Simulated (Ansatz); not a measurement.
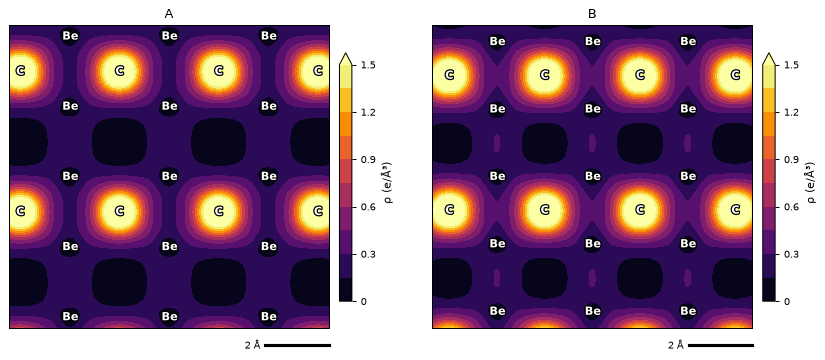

Be₂C. The valence charge density (pseudo) of two cells that differ in size, on the (011̄) plane of each (indices in the axes of the calculation cell), at one length scale and on one colour scale; one has 6.4 and the other 7.2 Å³ an atom.

Method: DFT PBE, scalar-relativistic, plane waves, PAW (Ansatz 0.2.0).

The density is the valence pseudo-density of a PAW calculation; it isn't the true density close to the nuclei.

**Which is the denser cell? Describe the effect of the change.**

Panel B is the smaller cell, by 11 % in volume. From the larger cell to the smaller, Be–C goes from 1.91 to 1.84 Å, and the density at its midpoint from 0.58 to 0.67 e/Å³; the pressure goes from −11 to 14 GPa; the Kohn–Sham gap goes from 1.1 eV to 1.2 eV.
